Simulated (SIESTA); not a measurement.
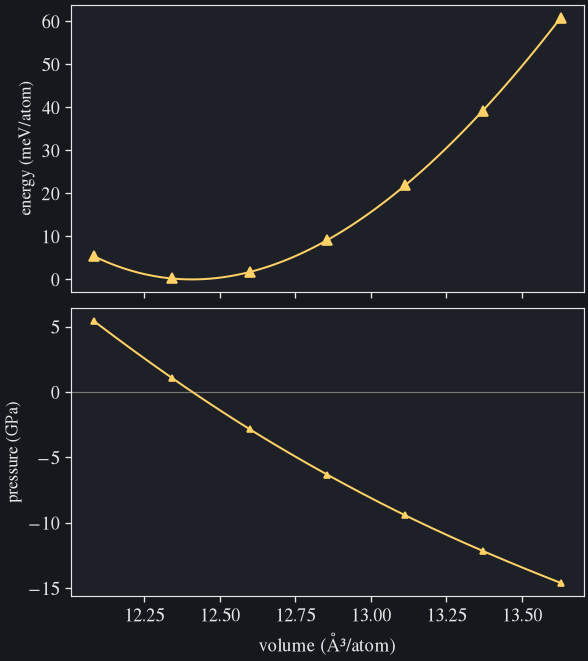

Figure. Energy and pressure against volume for BaTiO₃, space group P4mm (No. 99).

A third-order Birch–Murnaghan fit gives V0 = 12.41 Å³/atom, B0 = 194 GPa and B′ = 4.7. The energy is 5.34 meV/atom at volume 12.08 Å³/atom and 60.73 meV/atom at 13.63 Å³/atom; the lowest computed point is at volume 12.34 Å³/atom (0.23 meV/atom), and no other minimum shows. The pressure falls from 5.40 GPa at volume 12.08 Å³/atom to −14.60 GPa at 13.63 Å³/atom, and changes sign near 12.41 Å³/atom.

How it was computed, with SIESTA 5.4.2: DFT in numerical atomic orbitals with pseudopotentials, no spin polarisation; energies at scaled volumes of the given cell, shape and fractions fixed, counted from the fit's minimum, third-order Birch-Murnaghan fit. Level: LDA.

k mesh 5×5×5; occupations Fermi–Dirac; smearing width 0.05 eV; potentials PseudoDojo 0.4 standard, converted to PSML, two zetas on semicore shells; program settings basis DZP, mesh cutoff 800 Ry.

Cell as given: a = 4.000 Å, b = 4.000 Å, c = 4.018 Å, α = 90.00°, β = 90.00°, γ = 90.00°; 5 atoms.

Note: mulliken charges of long orbitals; shape and atomic fractions are frozen while scaling, which makes layered, chain and framework solids too stiff.
